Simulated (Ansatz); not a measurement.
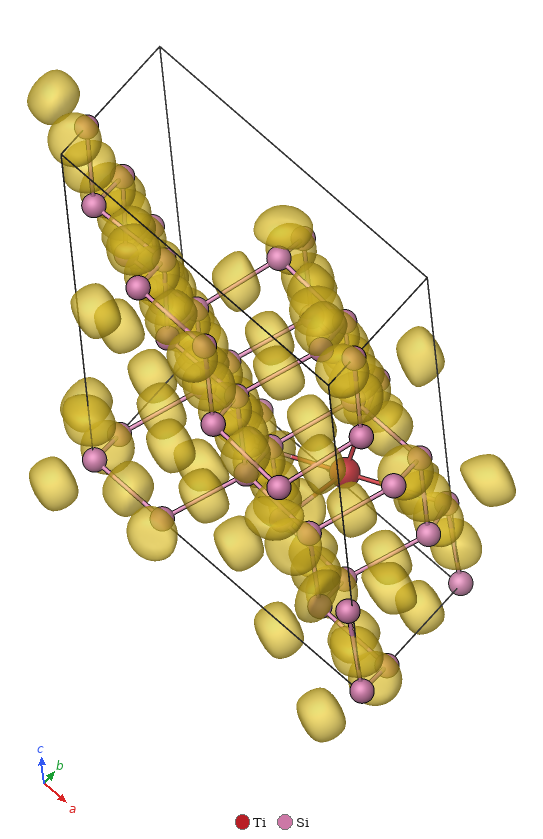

The picture shows: TiSi₃₀ (cell with a defect). Isosurface of the electron localisation function at 0.8 (yellow), seen slightly off an axis. Only the valence region is drawn (cores and ρ < 0.01 e/Å³ removed). Sticks mark near contacts.

Computed without spin polarisation.

Computed with DFT PBE, scalar-relativistic, plane waves, PAW (Ansatz).

Core electrons are frozen (PAW), and the valence fields are smoothed inside the atomic spheres.

Input

```
crystal:
  lattice:
    - [5.470093659, -5.470093659, -5.470093659]
    - [-5.470093659, -5.470093659, 5.470093659]
    - [-5.470093659, 5.470093659, -5.470093659]
  atoms:
    - { symbol: Ti, position: [0.75, 1.0, 0.25] }
    - { symbol: Si, position: [0.5, 0.0, 0.75] }
    - { symbol: Si, position: [0.5, 0.25, 0.5] }
    - { symbol: Si, position: [0.25, 0.75, 0.25] }
    - { symbol: Si, position: [0.5, 0.5, 0.25] }
    - { symbol: Si, position: [0.25, 0.0, 0.0] }
    - { symbol: Si, position: [0.25, 0.25, 0.75] }
    - { symbol: Si, position: [0.0, 0.75, 0.5] }
    - { symbol: Si, position: [0.25, 0.5, 0.5] }
    - { symbol: Si, position: [0.0, 0.0, 0.25] }
    - { symbol: Si, position: [0.0, 0.25, 0.0] }
    - { symbol: Si, position: [0.75, 0.75, 0.75] }
    - { symbol: Si, position: [0.0, 0.5, 0.75] }
    - { symbol: Si, position: [0.75, 0.0, 0.5] }
    - { symbol: Si, position: [0.75, 0.25, 0.25] }
    - { symbol: Si, position: [0.75, 0.5, 0.0] }
    - { symbol: Si, position: [0.25, 0.75, 0.0] }
    - { symbol: Si, position: [0.25, 1.0, 0.75] }
    - { symbol: Si, position: [0.25, 0.25, 0.5] }
    - { symbol: Si, position: [0.0, 0.75, 0.25] }
    - { symbol: Si, position: [0.25, 0.5, 0.25] }
    - { symbol: Si, position: [1.0, 1.0, 1.0] }
    - { symbol: Si, position: [0.0, 0.25, 0.75] }
    - { symbol: Si, position: [0.75, 0.75, 0.5] }
    - { symbol: Si, position: [0.0, 0.5, 0.5] }
    - { symbol: Si, position: [0.75, 0.25, 0.0] }
    - { symbol: Si, position: [0.5, 0.75, 0.75] }
    - { symbol: Si, position: [0.75, 0.5, 0.75] }
    - { symbol: Si, position: [0.5, 1.0, 0.5] }
    - { symbol: Si, position: [0.5, 0.25, 0.25] }
    - { symbol: Si, position: [0.5, 0.5, 0.0] }
basis:
  ecutwfc: 420
  xc_grid: 2
kpoints:
  mp_grid: { grid: [2, 2, 2], shift: [0.5, 0.5, 0.5] }
hamiltonian:
  xc: pbe
scf:
  occupations: { method: gaussian, width: 0.02 }
output:
  forces: true
  stress: false
  eigenvalues: true
  write_density: true
  write_potential: true
  elf: true
  volumetric_format: npy
relax:
  adjacent_minimum: "off"
  f_tol: 0.02
  max_steps: 60
```

Run with:

```sh
ansatz run input.yaml --threads 4 --pin off --max-ram 10240MiB --backend cpu --events-out ev --progress --plain --runs-dir out
```

The fields are those of the run's last geometry, not of the input's.

### Identify the bonds, lone pairs and shells in this picture.

The surface consists of 57 regions between bonded Si–Si atoms and six lobes of the valence shell of Si pointing towards Ti (polar bonds), counted in one cell of 31 atoms. Any copies at cell faces, edges or corners count once. Profiles from the grid: Si–Si (2.37 Å): the ELF peaks at about 0.95 between the atoms. Ti–Si (2.78 Å): the ELF peaks at about 0.95 in the valence shell of Si, 1.0 Å from its nucleus, and is about 0.75 at the midpoint.
